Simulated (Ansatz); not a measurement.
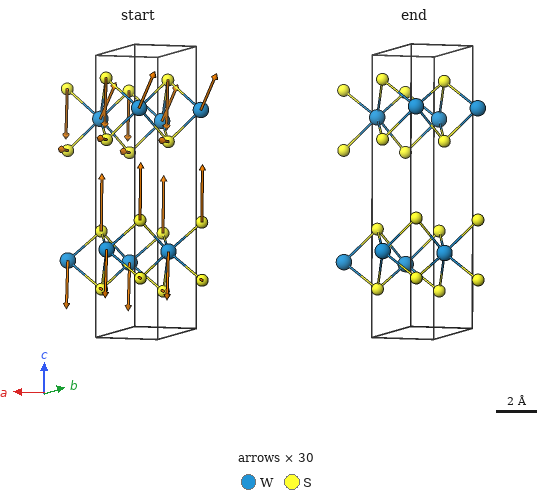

The structure of solid WS2 (set up in P1) before (left) and after (right) a relaxation, at one scale. The orange arrows give the displacements (the part carried along by the change of the cell is left out), 30 times their true length.

The picture is a ball-and-stick view of the cell of the calculation, reduced to other axes, repeated 2 × 2 × 1 with one cell outlined, seen from a free direction. Lengths and directions refer to the drawn axes.

Case: all atoms moved at random, sigma 0.05 Å for each component; relaxed back.

Method: Ansatz, DFT PBE, scalar-relativistic, plane waves, PAW. Settings: plane-wave cutoff 420 eV; k-point mesh 12 × 12 × 2; occupations gaussian; smearing width 0.05 eV; no spin polarisation; cell and atoms relaxed; force threshold 0.01 eV/Å; at most 80 steps.

**What changed between the two?**

The atom that moves furthest relative to the cell is an S atom (0.10 Å roughly along [−2 −3 −1]). By element the largest moves are S 0.10 Å, W 0.09 Å. The drawn cell changes as follows: a = b unchanged at 3.188 Å, c 14.775 → 14.789 Å (+0.1 %), α 90.0° → 89.7°, β 90.0° → 90.2°; the volume changes by +0.1 %. Near-neighbour distances that change, for instance: S–W 2.594 → 2.420 Å, S–W 2.288 → 2.420 Å, S–W 2.505 → 2.420 Å, S–W 2.339 → 2.420 Å. Among the angles between lasting bonds that change: S–W–S 88.2° → 82.4°, W–S–W 88.2° → 82.4°, S–W–S 87.0° → 82.4°. Within 0.06 Å the space group is P1 at the start and C2/m at the end; at a tighter tolerance small leftover displacements or strains of the cell lower it. Over 3 accepted moves (4 points after the start) the energy falls by 101 meV per atom. The largest force component goes from 4.7 to 0.0049 eV/Å. Pressure: 1.84 GPa at the start and −0.01 GPa at the end. The SCF was repeated once at an unchanged geometry on a basis and grid sized afresh for the cell, which shifted the energy by less than 0.05 meV per atom at most.

Limits of the set-up: layers or molecules are held without a dispersion correction, so their spacing is unreliable.
